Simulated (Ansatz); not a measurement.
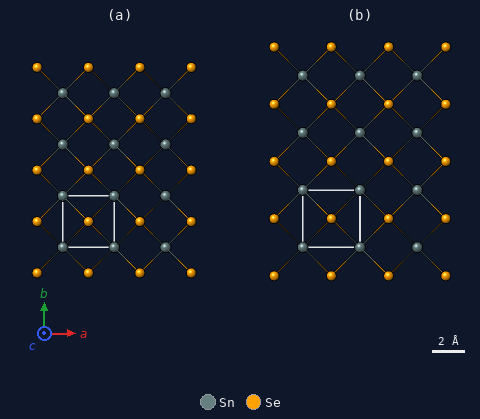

The structure of crystalline SnSe (built on the CsCl type) before (left) and after (right) a relaxation, at one scale.

Style: ball-and-stick. Shown: the cell of the calculation, repeated 2 × 3 × 1 with one cell outlined, along the c axis.

Method: DFT, PBE, plane waves, PAW in Ansatz 0.2.0.

Input file:
```yaml
crystal:
  lattice:
    - [3.3101765693, 0.0, 0.0]
    - [0.0, 3.3101765693, 0.0]
    - [0.0, 0.0, 3.3101765693]
  atoms:
    - { symbol: Sn, position: [0.0, 0.0, 0.0] }
    - { symbol: Se, position: [0.5, 0.5, 0.5] }
kpoints:
  mp_grid: { grid: [8, 8, 8] }
hamiltonian:
  xc: pbe
scf:
  occupations: { method: fermi_dirac, width: 0.02 }
relax:
  f_tol: 0.005
  cell: {}
```

Run as
```bash
ansatz run input.yaml --threads 4 --pin off --max-ram 7372MiB --backend cpu --events-out ev --progress --plain --runs-dir out
```

### What changed between the two?

No atom moves by more than 0.005 Å relative to the cell. The volume changes by +38.0 %, with a = b = c 3.310 → 3.686 Å (+11.3 %). Among the contacts that change: Se2–Se2 3.310 → 3.686 Å, Sn1–Se2 2.867 → 3.192 Å. The space group stays Pm-3m (No. 221). Over 6 accepted moves (8 points after the start) the energy falls by 503 meV per atom. All forces vanish by symmetry, so only the cell relaxes. Pressure: 31.65 GPa at the start and 0.01 GPa at the end. At 2 points the geometry stayed and the basis and grid were re-selected for the new cell (energy shift of 2.7 meV per atom at most each time).
